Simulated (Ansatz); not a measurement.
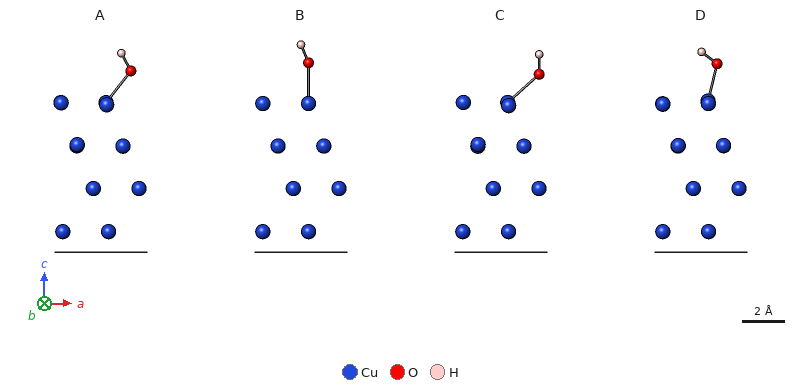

4 geometries from one constrained relaxation of a slab of composition Cu₁₆HO (cut from the Fm-3m phase), in shuffled order. Style: ball-and-stick. Shown: the cell of the calculation, outlined in the plane, without the vacuum (origin shifted), along the b axis.

Case: OH put at a top Cu site. The slab is the (1 1 1) face of Cu with OH on it. 8 atoms are held fixed.

The calculation used DFT PBE, scalar-relativistic, plane waves, PAW in Ansatz 0.2.0. (plane-wave cutoff 420 eV; k-point mesh 6 × 6 × 1; occupations gaussian; smearing width 0.1 eV; no spin polarisation; dipole correction; atoms relaxed in a fixed cell; force threshold 0.03 eV/Å; at most 70 steps)

**Put them in the order of the run, from the start to the converged end.**

B, D, A, C. They are steps 0, 6, 11, 21, at +0.827 eV per cell of the calculation, +0.471 eV per cell of the calculation, +0.163 eV per cell of the calculation relative to the last. The H atom moves most: 1.92 Å at 76° to the normal (−c side). By element the largest moves are H 1.92 Å, O 1.59 Å, Cu 0.10 Å. The cell stays as it was. Near-neighbour distances that change, for instance: Cu–O 3.242 → 2.049 Å, Cu–Cu 2.567 → 2.642 Å, Cu–Cu 2.567 → 2.492 Å, Cu–O 1.980 → 2.050 Å. New bonds form, among them: Cu–O (3.24 → 2.05 Å). Bond angles that change, for instance: Cu–O–H 155.6° → 132.1°. Over 18 accepted moves (21 points after the start) the energy falls by 0.827 eV per cell of the calculation. The largest force component goes from 1.3 to 0.017 eV/Å. The line search rejected the trial step at point 17 of the run. 2 steps only repeated the SCF at the same geometry. The forces were under the threshold at step 15, but the run went on from there. Cost: 34 min on 4 threads of Arm Neoverse V2, with other jobs on the host, peak memory 3.2 GiB.

Limits of the set-up: the cell has an odd number of electrons but was run without spin polarisation; the periodic images lie only 5.1 Å apart, so the values are limited by the cell's size.
